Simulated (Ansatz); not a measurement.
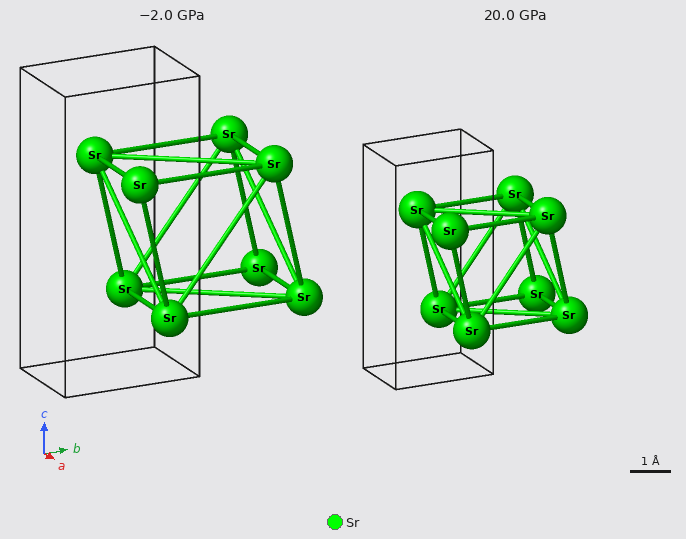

Crystalline Sr (set up in P6_3/mmc), relaxed (cell and atoms) at several target pressures. The picture shows the first and the last member. A ball-and-stick model of the cell of the calculation, repeated 2 × 2 × 1 with one cell outlined, seen slightly off an axis.

Computed with Ansatz 0.2.0: DFT r2SCAN, scalar-relativistic, plane waves, PAW. (plane-wave cutoff 500 eV; k-point mesh 12 × 12 × 6 at −2.0 to 5.0, 12 × 12 × 8 at 10.0, 15 × 15 × 8 at 20.0 GPa; occupations gaussian; smearing width 0.1 eV; no spin polarisation; cell and atoms relaxed; force threshold 0.008 eV/Å)

```tsv
pressure (GPa)	volume (Å³/atom)	a (Å)	c (Å)
−2.0	73.021	4.693	7.658
0.0	57.147	4.306	7.117
2.0	49.859	4.107	6.825
5.0	?	?	?
10.0	36.020	3.670	6.178
20.0	28.662	3.408	5.699
```

Question: Estimate the missing row from the others, and compare with the calculation.

Answer: Murnaghan's form V = V₀(1 + B′P/B₀)^(−1/B′), with V₀ = 57.147 Å³ from the row at zero pressure, fits the other rows with B₀ = 11.0 GPa and B′ = 2.55 (largest miss 0.642 Å³). At 5.0 GPa it gives 57.147 × (1 + 2.55 × 5.0/11.0)^(−1/2.55) = 42.258 Å³ per atom. The calculation gives 42.750 Å³/atom (a = 3.894 Å, c = 6.510 Å). The estimate is 0.492 Å³/atom too low. From the first member to the last: Sr–Sr 4.693 → 3.408 Å, Sr–Sr 4.691 → 3.463 Å.

The whole series:

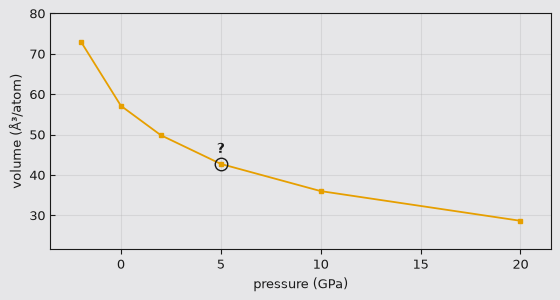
